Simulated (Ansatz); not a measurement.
Zn₁₂O (cell with a defect)

```yaml
crystal:
  lattice:
    - [5.32000, 0.00000, 0.00000]
    - [-3.99000, 6.91088, 0.00000]
    - [0.00000, 0.00000, 4.93696]
  atoms:
    - { symbol: Zn, position: [0.99885, 0.01002, 0.98302] }
    - { symbol: Zn, position: [0.18350, 0.21578, 0.54116] }
    - { symbol: Zn, position: [0.97844, 0.33833, 0.95091] }
    - { symbol: Zn, position: [0.13377, 0.51217, 0.40448] }
    - { symbol: Zn, position: [0.98451, 0.68369, 0.05962] }
    - { symbol: Zn, position: [0.17701, 0.88114, 0.54142] }
    - { symbol: Zn, position: [0.48961, 0.01137, 0.01687] }
    - { symbol: Zn, position: [0.65714, 0.20434, 0.50589] }
    - { symbol: Zn, position: [0.48583, 0.34621, 0.06276] }
    - { symbol: Zn, position: [0.71908, 0.53450, 0.58216] }
    - { symbol: Zn, position: [0.48171, 0.67854, 0.98781] }
    - { symbol: Zn, position: [0.71586, 0.91928, 0.42777] }
    - { symbol: O, position: [0.49551, 0.66835, 0.59034] }
```

Theory: DFT PBEsol, scalar-relativistic, plane waves, PAW in Ansatz 0.2.0.

Core electrons are frozen (PAW), and the valence fields are smoothed inside the atomic spheres.

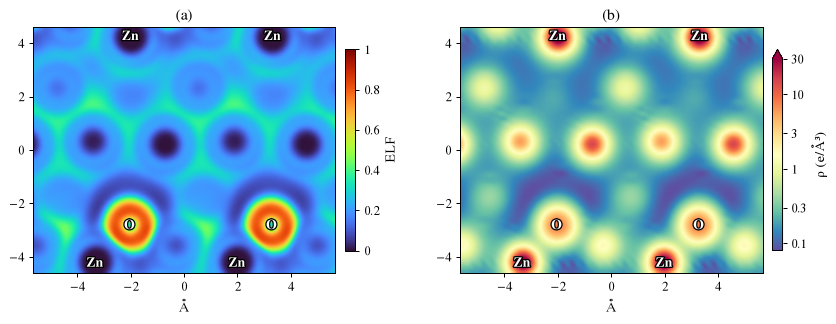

Figure 1. (a) electron localisation function; (b) valence charge density (pseudo) on the (011̄) plane of the calculation cell.

### Describe what can be read from this map.

- Atoms in the plane: Zn and O.
- Atoms just off the plane (Zn, 0.3 Å away) can leave unmarked features too.
- Zn–O (1.92 Å): the density is about 0.68 e/Å³ at the midpoint; the ELF peaks at about 0.85 in the valence shell of O, 0.6 Å from its nucleus, and is about 0.30 at the midpoint: no localised pair shows between them.
- Between the atoms the lowest density in this plane is 0.08 e/Å³.

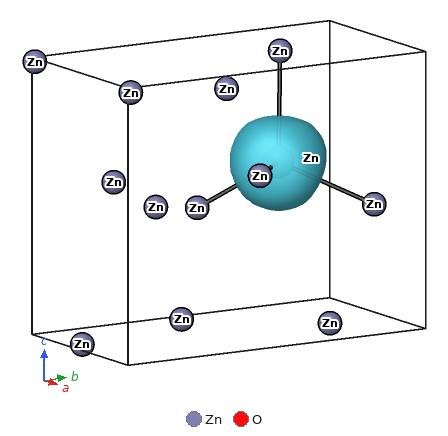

Figure 2. Isosurface of the electron localisation function at 0.6 (cyan), seen slightly off an axis. Only the valence region is drawn (cores and ρ < 0.01 e/Å³ removed). Sticks mark near contacts.

### Describe the localisation domains.

The ELF exceeds this value in one region wrapped around O (its valence shell), counted in one cell of 13 atoms. Any copies at cell faces, edges or corners count once.


 Zn–O (1.97 Å): the ELF peaks at about 0.85 in the valence shell of O, 0.6 Å from its nucleus, and is about 0.25 at the midpoint; no shared electron pair shows on this line.

### Metal or insulator at this level of theory?

It is gapless in this calculation (a metal or semimetal).
